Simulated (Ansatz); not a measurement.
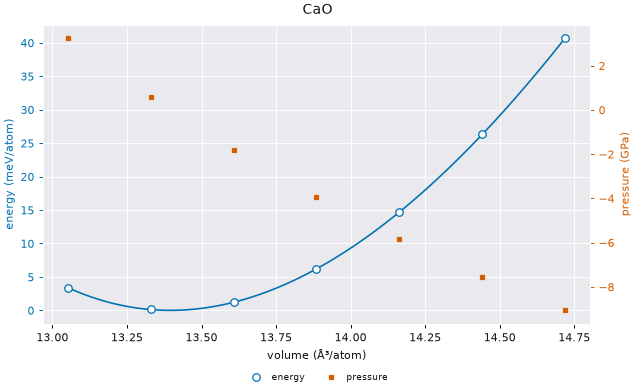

The picture above shows the energy and pressure against volume for CaO, space group Fm-3m (No. 225).

The given structure:
```
CELL_PARAMETERS angstrom
0.00000 2.40356 2.40356
2.40356 0.00000 2.40356
2.40356 2.40356 0.00000
ATOMIC_POSITIONS crystal
Ca 0.00000 0.00000 0.00000
O 0.50000 0.50000 0.50000
```

Calculation (Ansatz 0.2.0): plane-wave DFT, no spin polarisation; energies at scaled volumes of the given cell, shape and fractions fixed, counted from the fit's minimum, third-order Birch-Murnaghan fit. Level: PBEsol with D4.

| setting | value |
| --- | --- |
| k mesh | 10×10×10 |
| occupations | Fermi–Dirac |
| smearing width | 0.05 eV |
| potentials | Ansatz PAW |
| wave cutoff | 420 eV |
| density cutoff | 1680 eV |

What equilibrium volume and bulk modulus follow from the curve?

Answer. A third-order Birch–Murnaghan fit gives V0 = 13.39 Å³/atom, B0 = 118 GPa and B′ = 4.4.

Read off the course of the pressure.

Answer. It falls from 3.24 GPa at volume 13.05 Å³/atom to −9.06 GPa at 14.72 Å³/atom, and changes sign near 13.40 Å³/atom.
